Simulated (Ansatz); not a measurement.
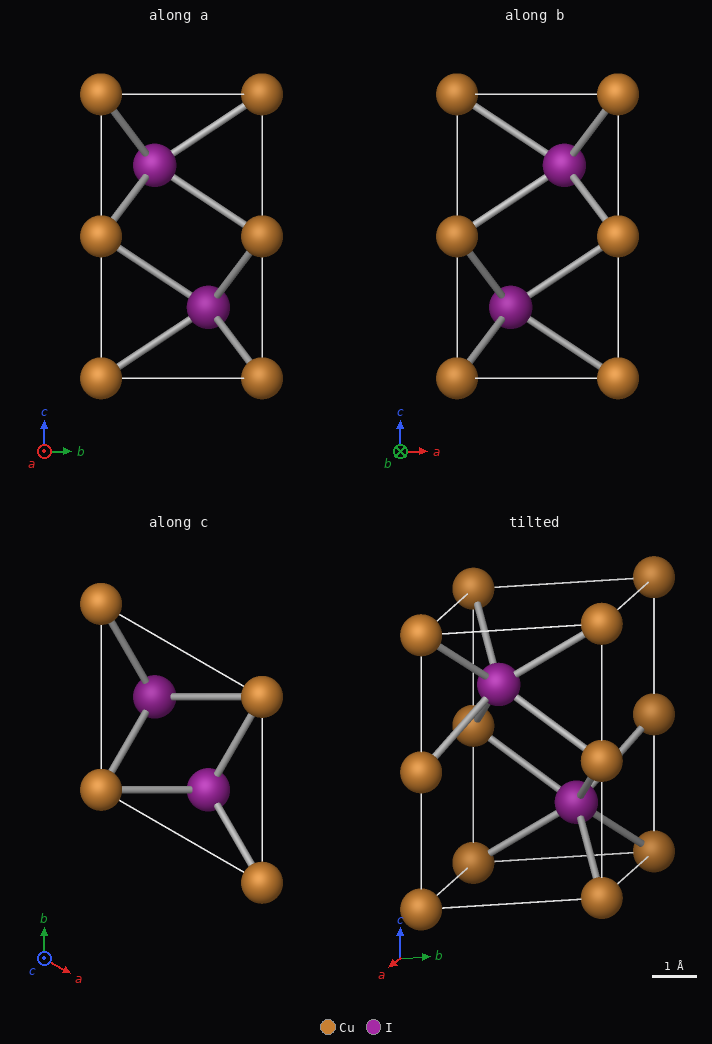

Ball-and-stick drawing of the structure, looking along the a axis, along the b axis, along the c axis and slightly off an axis. The conventional unit cell is drawn as a box.

Lattice parameters: a = 4.232 Å, b = 4.232 Å, c = 6.465 Å, α = 90.00°, β = 90.00°, γ = 120.00°. Put a along x and b in the xy plane.

### Write down what is shown as a POSCAR file.

```
Cu I
1.0
     4.232    0.000    0.000
    -2.116    3.665    0.000
     0.000    0.000    6.465
Cu I
2 2
Direct
  0.0000 0.0000 0.0000
  0.0000 0.0000 0.5000
  0.3333 0.6667 0.2500
  0.6667 0.3333 0.7500
```

The model was built from a structure type filled with these elements by a generator (whether the compound takes this form wasn't checked). The cell was then strained or its atoms displaced on purpose. It was set up as input for a calculation with Ansatz.
